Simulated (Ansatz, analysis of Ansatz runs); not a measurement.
# Cu-H pair in ZnO: local vibrational mode, r2SCAN, part 2 of 2

Aim: the local vibrational mode of the Cu-H pair in ZnO, to be set beside the measurement. Set-up: r2SCAN, 72-site cell, r2SCAN lattice, 500 eV, k: the single point 1/4 1/4 1/4, anharmonic cut along the mode. The model is a cell of 72 host atoms with Cu put on another atom's site and H put in between. The frequencies come from force constants among the defect atom and its neighbours, with the masses of the isotopes named. A meta-GGA costs about twice a GGA and mends lattice constants and part of the gap.

Ansatz 0.2.0; r2SCAN, 72-site cell, r2SCAN lattice, 500 eV, k: the single point 1/4 1/4 1/4, anharmonic cut along the mode.

So far: Set-up; Relaxation, charge 0.

## Step 2: Relaxation, charge 0 (continued)

Level of this step: plane-wave PAW DFT, r2SCAN; relaxation of all atoms of a defect supercell (Ansatz).

The steps of the relaxation:

| step | energy less that of the first step (eV) | largest force component (eV/Å) |
| --- | --- | --- |
| 1 | 0.0000 | 1.6104 |
| 2 | -0.4402 | 0.9569 |
| 3 | -0.7108 | 0.2207 |
| 4 | -0.7212 | 0.1889 |
| 5 | -0.7311 | 0.2003 |
| 6 | -0.7514 | 0.1284 |
| 7 | -0.7636 | 0.0633 |
| 8 | -0.7644 | 0.1619 |
| 9 | -0.7660 | 0.0662 |
| 10 | -0.7670 | 0.0166 |
| 11 | -0.7670 | 0.0029 |

The atoms that moved most (Å, from the sites as typed, ahead of the random displacement, the mean shift of all atoms taken out):

| atom | dx | dy | dz | length |
| --- | --- | --- | --- | --- |
| Cu38 | 0.355 | 0.107 | 0.288 | 0.469 |
| O39 | -0.079 | 0.004 | 0.197 | 0.212 |
| O60 | 0.105 | 0.086 | -0.118 | 0.180 |
| Zn25 | -0.008 | -0.033 | -0.160 | 0.164 |
| Zn6 | -0.089 | -0.055 | 0.026 | 0.108 |
| Zn37 | -0.087 | 0.036 | 0.031 | 0.099 |
| H73 | -0.041 | 0.061 | -0.063 | 0.097 |
| Zn30 | 0.070 | -0.057 | 0.017 | 0.092 |

The atoms nearest to the centre after the run:

| atom | distance (Å) |
| --- | --- |
| H73 | 0.580 |
| Cu38 | 1.335 |
| O28 | 1.558 |
| O36 | 2.206 |
| O60 | 2.417 |
| O39 | 2.450 |
| Zn30 | 2.837 |
| Zn6 | 2.849 |
| Zn25 | 2.881 |

Neighbours of the added atoms: H73: O28 0.99, Cu38 1.91, Zn25 2.44 Å.

This step gave:

- free energy: -143537.2555 eV

The relaxation ends 11 meV an atom lower than the displaced start, with a largest force component of 0.0029 eV/Å.

## Step 3: Local vibrational modes

A local mode lives on the defect and the atoms next to it, so only the sites listed in the input are displaced, which costs far fewer SCF runs than the whole cell would.

This step: plane-wave PAW DFT, r2SCAN; finite-displacement force constants among the atoms nearest to a defect, the others at rest.

The input, modes/input.yaml:

```yaml
crystal:
  lattice:
    - [9.70585879, 0.0, 0.0]
    - [-4.85292939, 8.40552028, 0.0]
    - [0.0, 0.0, 10.42205779]
  atoms:
    - { symbol: Zn, position: [0.109847316, 0.222471649, 0.249688706] }
    - { symbol: Zn, position: [0.218935676, 0.109840658, -0.001583435] }
[... 3 atom lines left out ...]
    - { symbol: Zn, position: [0.20977661, 0.104939736, 0.502635522] }
[... 18 atom lines left out ...]
    - { symbol: Zn, position: [0.441691087, 0.218701321, 0.234788368] }
[... 2 atom lines left out ...]
    - { symbol: O, position: [0.431502925, 0.200526801, 0.430067259] }
    - { symbol: Zn, position: [0.441126261, 0.220753259, 0.751587841] }
    - { symbol: Zn, position: [0.559425897, 0.104706176, 0.501807828] }
[... 2 atom lines left out ...]
    - { symbol: Zn, position: [0.44555957, 0.55296238, 0.254949687] }
[... 1 atom line left out ...]
    - { symbol: O, position: [0.55320976, 0.441591823, 0.185993551] }
    - { symbol: O, position: [0.44776596, 0.552574133, 0.441553962] }
[... 1 atom line left out ...]
    - { symbol: Cu, position: [0.623907208, 0.508338094, 0.541499411] }
    - { symbol: O, position: [0.547745729, 0.445321996, 0.708855557] }
[... 20 atom lines left out ...]
    - { symbol: O, position: [0.793725872, 0.566216739, 0.428692591] }
[... 12 atom lines left out ...]
    - { symbol: H, position: [0.485474144, 0.313020363, 0.456594933] }
basis:
  ecutwfc: 500
  xc_grid: 2
hamiltonian:
  xc: r2scan
kpoints:
  mp_grid: { grid: [1, 1, 1], shift: [0.25, 0.25, 0.25] }
scf:
  occupations: { method: fermi_dirac, width: 0.01 }
  max_iter: 120
output: {}
checkpoint:
  read: "../relax.run"
phonons:
  supercell: [1, 1, 1]
  displaced_sites: [5, 24, 27, 37, 72]
```

Command:

```
> ansatz run input.yaml --threads 8 --pin off --max-ram 14131MiB --backend cpu --events-out ev --progress --plain --runs-dir out
```

Numbers of over 12 decimals in the logs are rounded to 6 here.

Log:

```text
[...]
Warning: basis.xc_grid 2: finite-displacement phonons take 5 at the least, and a number is run as typed, so the frequencies can be off [figures from the program's tests cut]
[...]
Crystal: 73 atoms, lattice volume = 850.261 Å³
Basis set: ecut = 500 eV, 21585 PW (Γ), exchange–correlation on 144×144×160 points (8 copies of the dense FFT grid, shifted against one another)
Bands: 401, of which v1, the nominal top of the filled ones, is band 328 counted from 1 (327 counted from 0)
Symmetry: 1 space group operations
k-points: 1
[...]
Stability of the state it starts from, as read at its close in the unpolarized treatment: not read negative (Ritz values of 1 − χ₀K, real part plus size of imaginary part, from 1.1 to 1.5, by its mixing steps under no symmetry)
[...]
symmetry images taken by strict's conditions (phonons.symmetry_images: auto; settled by no image being taken that strict refuses)
  force constants formed among 5 of 73 sites (Zn 5, Zn 24, O 27, Cu 37, H 72); the other 68 at rest. The modes move the named sites alone.
  the frequencies, the zero-point energy and the sums are of the block with the acoustic sum rule laid on its rows. Row sums over every site: 5.0e-1 eV/Å² at the most
  transpose residual: 4.9e-4 eV/Å²
  largest component of a force at the reference: 3.0e-3 eV/Å on a named site, 3.8e-3 eV/Å on a site at rest
  frequencies among the named sites at Γ of the cell (cm⁻¹): 100.60 132.54 135.51 180.59 220.17 228.45 233.50 235.86 290.02 335.15 398.13 415.14 741.83 787.90 3291.11
  unstable modes among the named sites: 0
  frequencies as built, with no sum rule (cm⁻¹): 100.62 133.09 135.46 180.92 216.64 228.31 233.31 235.46 290.00 335.51 397.87 415.05 741.90 788.03 3291.06
  zero-point energy: 0.478982 eV/cell   skipped modes (ω ≤ 0): 0
  not written: the harmonic force-constant file, the file of eigenvectors (these modes' are written with the force constants), the density of states and the dispersion, which are of every site
[key lines of the parts left out:]
SCF converged after 2 iterations
Free energy (F): -143537.255453 eV
Fermi energy:    8.877169 eV
```

Run time: 8 min. Hardware: 8 threads of AMD EPYC 7B13 (Zen 3), shared host; peak memory 3 GiB.

This step gave:

| Quantity | Value |
| --- | --- |
| free energy | -143537.2555 eV |

The modes with the largest weight on the probed atoms (the light atom of a pair), for the masses of each isotope. Modes of the displaced atoms (local only where they lie over the host's phonons):

| isotopes | mode (cm⁻¹) | share of the defect atoms |
| --- | --- | --- |
| H | 3291 | 0.942 |
| H | 788 | 0.944 |
| H | 741.9 | 0.911 |
| D | 2396 | 0.888 |
| D | 578.4 | 0.807 |
| D | 555.8 | 0.717 |

## Step 4: Point 1 along the mode

A light atom samples the curved part of its well, so the energy is mapped along the mode and the one-dimensional Schrödinger equation solved on it.

This step: plane-wave PAW DFT, r2SCAN; single point of a defect supercell.

The input, cut0/input.yaml:

```yaml
crystal:
  lattice:
    - [9.70585879, 0.0, 0.0]
    - [-4.85292939, 8.40552028, 0.0]
    - [0.0, 0.0, 10.42205779]
  atoms:
    - { symbol: Zn, position: [0.109847316, 0.222471649, 0.249688706] }
    - { symbol: Zn, position: [0.218935676, 0.109840658, -0.001583435] }
[... 3 atom lines left out ...]
    - { symbol: Zn, position: [0.209788993, 0.104947202, 0.502632304] }
[... 18 atom lines left out ...]
    - { symbol: Zn, position: [0.441691375, 0.218702029, 0.234798777] }
[... 2 atom lines left out ...]
    - { symbol: O, position: [0.432498268, 0.202615581, 0.430558181] }
    - { symbol: Zn, position: [0.441126261, 0.220753259, 0.751587841] }
    - { symbol: Zn, position: [0.559425897, 0.104706176, 0.501807828] }
[... 2 atom lines left out ...]
    - { symbol: Zn, position: [0.44555957, 0.55296238, 0.254949687] }
[... 1 atom line left out ...]
    - { symbol: O, position: [0.55320976, 0.441591823, 0.185993551] }
    - { symbol: O, position: [0.44776596, 0.552574133, 0.441553962] }
[... 1 atom line left out ...]
    - { symbol: Cu, position: [0.623897576, 0.508328652, 0.541492971] }
    - { symbol: O, position: [0.547745729, 0.445321996, 0.708855557] }
[... 20 atom lines left out ...]
    - { symbol: O, position: [0.793725872, 0.566216739, 0.428692591] }
[... 12 atom lines left out ...]
    - { symbol: H, position: [0.469620943, 0.279464423, 0.448844477] }
basis:
  ecutwfc: 500
  xc_grid: 2
hamiltonian:
  xc: r2scan
kpoints:
  mp_grid: { grid: [1, 1, 1], shift: [0.25, 0.25, 0.25] }
scf:
  occupations: { method: fermi_dirac, width: 0.01 }
  max_iter: 120
output:
  forces: true
checkpoint:
  read: "../relax.run"
```

Log:

```text
[...]
Warning: checkpoint.read: the run can stay near the saved state's solution: 5 site(s) moved relative to the saved geometry (max |Δs| = 3.356e-2 fractional); [...]
[...]
Crystal: 73 atoms, lattice volume = 850.261 Å³
Basis set: ecut = 500 eV, 21585 PW (Γ), exchange–correlation on 144×144×160 points (8 copies of the dense FFT grid, shifted against one another)
Bands: 401, of which v1, the nominal top of the filled ones, is band 328 counted from 1 (327 counted from 0)
Symmetry: 1 space group operations
[...]
k-points: 1
[...]
SCF iter   4: F=—  HF=-143532.571647 eV  |F-HF|=—  |Δ(HF+E_count)|=   1.93e-3  Δρ=3.36e-3  dr2=5.58e-2  dr2_τ=1.14e-3  ethr=6.82e-6  ⟨swp⟩=3.0  Hψ=962  notcnv=0  defer=46
[...]
Free energy (F): -143532.561234 eV
[...]
Internal energy: -143532.561234 eV  (E = F + TS)
E sigma→0 (E₀):  -143532.561234 eV
Fermi energy:    8.947179 eV
[...]
--- Forces (eV/Å), atoms counted from 1 ---
  atom   1  Zn    -0.01954227     0.01141247    -0.01254153
  atom   2  Zn    -0.00227091    -0.00230562    -0.01991525
  [... 3 atoms left out ...]
  atom   6  Zn    -0.10210230    -0.09193866     0.03433734
  [... 18 atoms left out ...]
  atom  25  Zn     0.00058436    -0.01210231    -0.14458523
  [... 2 atoms left out ...]
  atom  28  O      0.89836583   -44.23986977   -13.04442878
  atom  29  Zn    -0.00107948     0.04870604     0.00964645
  atom  30  Zn     0.09450426    -0.08055274     0.02986879
  [... 5 atoms left out ...]
  atom  36  O     -0.02107449    -0.01752489    -0.02328025
  [... 1 atom left out ...]
  atom  38  Cu     0.03391310    -0.01815364     0.02156048
  atom  39  O     -0.03048079    -0.04583603     0.02138221
  [... 20 atoms left out ...]
  atom  60  O      0.02793027    -0.02391759    -0.06931809
  [... 12 atoms left out ...]
  atom  73  H     -0.88813347    44.43711916    13.11422300
  max |Σ_I F_I| component: 1.21e-1 eV/Å
[key lines of the parts left out:]
SCF converged after 11 iterations
```

It took 20 s on 8 threads; peak memory 2.8 GiB.

Read from the output:

- free energy: -143532.5612 eV

The series, run alike:

| run | outcome | energy less the first (eV) | moment (μB) | time |
| --- | --- | --- | --- | --- |
| point 1 along the mode | converged | 0.0000 | 0.00 | 20 s |
| point 2 along the mode | converged | -2.7751 | 0.00 | 18 s |
| point 3 along the mode | converged | -3.9795 | 0.00 | 18 s |
| point 4 along the mode | converged | -4.5515 | 0.00 | 19 s |
| point 5 along the mode | converged | -4.6015 | 0.00 | 17 s |
| point 6 along the mode | converged | -4.3926 | 0.00 | 18 s |
| point 7 along the mode | converged | -4.1559 | 0.00 | 18 s |
| point 8 along the mode | converged | -3.8763 | 0.00 | 18 s |
| point 9 along the mode | converged | -3.6031 | 0.00 | 19 s |

## Step 5: Anharmonic fundamental

Analysis of the runs above: one-dimensional Schroedinger equation on a polynomial through r2SCAN energies along the local mode.

It gives:

```yaml
stretch: 3025 cm⁻¹
stretch_d: 2243 cm⁻¹
stretch_harmonic: 3291 cm⁻¹
stretch_d_harmonic: 2395 cm⁻¹
```

Energy against normal coordinate:

| normal coordinate (amu½ Å) | energy (eV) |
| --- | --- |
| -0.304 | 4.69 |
| -0.223 | 1.92 |
| -0.152 | 0.715 |
| -0.076 | 0.143 |
| 0.000 | 0 |
| 0.076 | 0.0927 |
| 0.152 | 0.302 |
| 0.223 | 0.538 |
| 0.304 | 0.818 |
| 0.385 | 1.09 |

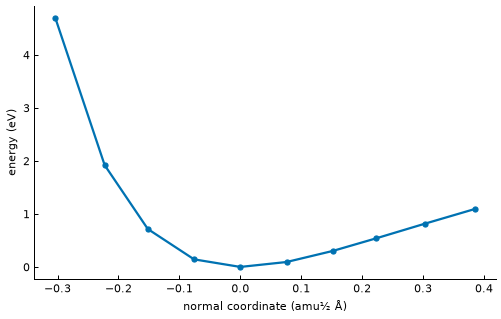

Energy against normal coordinate.

## Step 6: Summary of results

| Property | Result |
| --- | --- |
| distance from the defect atom to its nearest neighbour | 0.985 Å |
| O-H stretch, 1H | 3025 cm⁻¹ |
| O-D stretch, 2H | 2243 cm⁻¹ |
| time of the whole chain | 14 min on 8 threads |

What this shows: O-H stretch, 1H: computed 3025 cm⁻¹, measured 3191.8 cm⁻¹; 167 cm⁻¹ (5 %) below the measurement. O-D stretch, 2H: computed 2243 cm⁻¹, measured 2379 cm⁻¹; 136 cm⁻¹ (6 %) below the measurement. The anharmonic cut moves the O-H stretch, 1H from 3291 to 3025 cm⁻¹; a straight cut leaves out the coupling to the other modes. Only the named neighbours move, so modes near the host's band are approximate.

[Logs are printed without paths, hosts, clocks, repeated set-up lines and the standing remarks that a program may print on its own settings, such as how far it seeks lower states.]

[Hosts, paths, dates, database ids (printed as entryN), source tags and the programs' standing remarks are cut or masked in the printed files.]

[For some hosts the program warned that the k-mesh of the response run may be too coarse for force constants and the static dielectric constant; such warnings are not shown here.]
